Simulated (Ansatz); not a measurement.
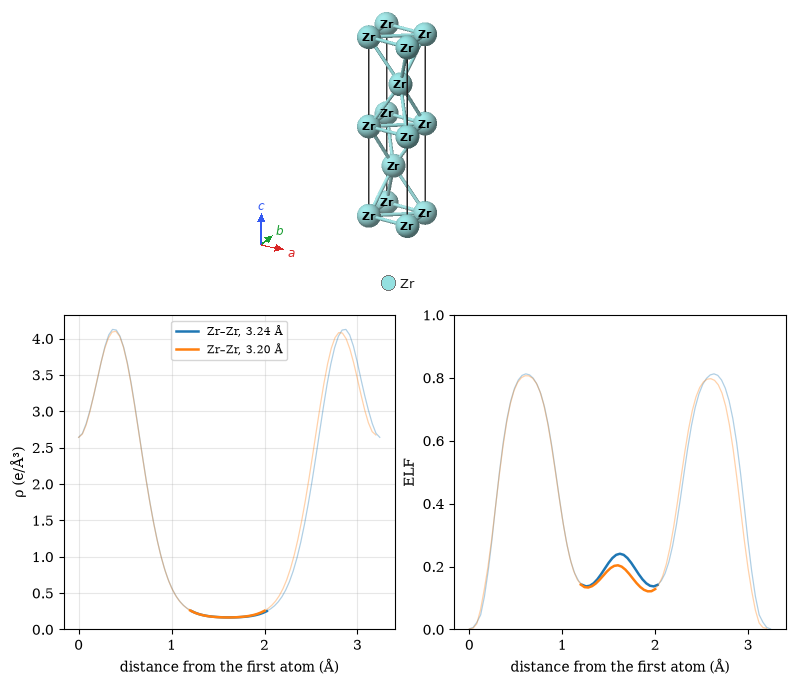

Figure 1: Zr. Valence electron density and ELF along straight lines between neighbouring atoms. Thin, pale parts lie inside the atomic spheres. The structure is drawn too.

Space group P6₃/mmc; set up as Zr, dhcp; a generated structure, not necessarily the stable one; the program warned that a starting moment wasn't kept; spin-polarised, but the moments vanished.

The calculation used DFT, r2SCAN, plane waves (500 eV) with PAW, scalar-relativistic in Ansatz.

Core electrons are frozen (PAW), and the valence fields are smoothed inside the atomic spheres.

### Compare the contacts.

Zr–Zr (3.24 Å): ρ is about 0.17 e/Å³ halfway; the ELF is about 0.25 at the midpoint: no shared electron pair shows on this line.
Zr–Zr (3.20 Å): ρ is about 0.17 e/Å³ halfway; the ELF is about 0.20 at the midpoint; no localised pair shows between them.
